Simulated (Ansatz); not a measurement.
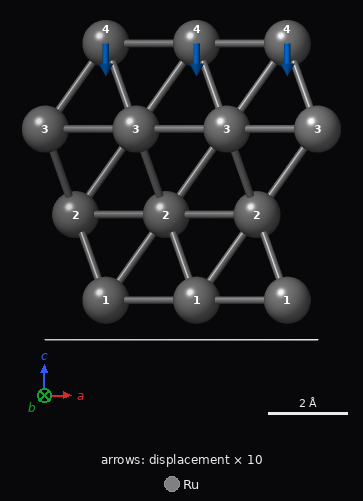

This is a constrained relaxation of a slab of composition Ru (cut from the Fm-3m phase). The starting structure is drawn; blue arrows show the displacements, magnified 10 times.

Style: ball-and-stick. Shown: the 3 × 2 repeat of the cell, outlined in the plane, without the vacuum, along the b axis.

Case: clean slab, lower half held. The slab is the (1 1 1) face of Ru. 2 atoms are held fixed.

Theory: DFT PBEsol, scalar-relativistic, plane waves, PAW in Ansatz 0.2.0. Set-up: plane-wave cutoff 420 eV; k-point mesh 12 × 12 × 1; occupations gaussian; smearing width 0.1 eV; no spin polarisation; dipole correction; atoms relaxed in a fixed cell; force threshold 0.03 eV/Å; at most 70 steps.

### What did the optimiser do to the structure, and how much energy did it gain?

The atom that moves furthest is Ru4 (0.084 Å along the normal (−c)). The lattice vectors keep their values. Some distances before and after: Ru3–Ru4 2.665 → 2.598 Å. The energy falls by 29.9 meV per cell of the calculation in 2 accepted moves (3 points after the start). Largest force component: 0.7 eV/Å at the start, 0.026 eV/Å at the end. 1 step only repeated the SCF at the same geometry. The run took about 40 core-seconds on a shared host.
